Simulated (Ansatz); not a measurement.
System: CaF₂, space group Fm-3m (No. 225), 3 atoms in the cell.

```yaml
crystal:
  lattice:
    - [0.00000, 2.71959, 2.71959]
    - [2.71959, 0.00000, 2.71959]
    - [2.71959, 2.71959, 0.00000]
  atoms:
    - { symbol: Ca, position: [0.00000, 0.00000, 0.00000] }
    - { symbol: F, position: [0.25000, 0.25000, 0.25000] }
    - { symbol: F, position: [0.75000, 0.75000, 0.75000] }
```

Method: DFT, r2SCAN, plane waves, PAW, no spin polarisation, 6×6×6 k mesh, 500 eV cutoff (Ansatz 0.2.0).

Predict the main features of the density of states.

There is a gap; over the k points computed it is 8.03 eV (indirect; the smallest direct gap is 8.29 eV). The upper group of valence states starts about 2.7 eV under the valence-band top, with a gap beneath it; it holds about 12 electrons a cell.

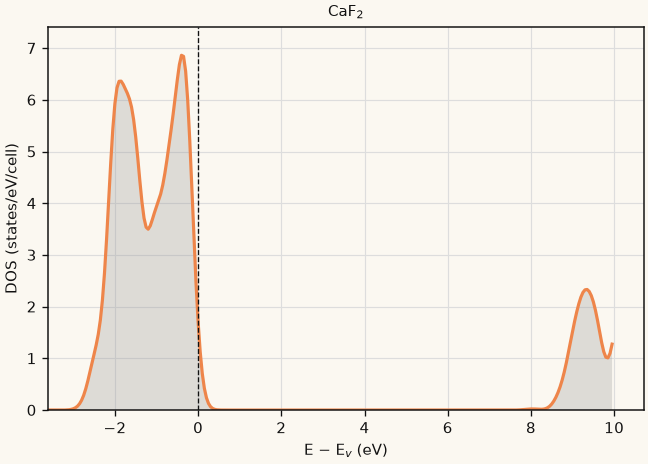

Density of states. Energies are counted from the top of the valence band. The curve is built from the levels of the k mesh with Gaussians 0.4 eV wide, which also blur the band edges.
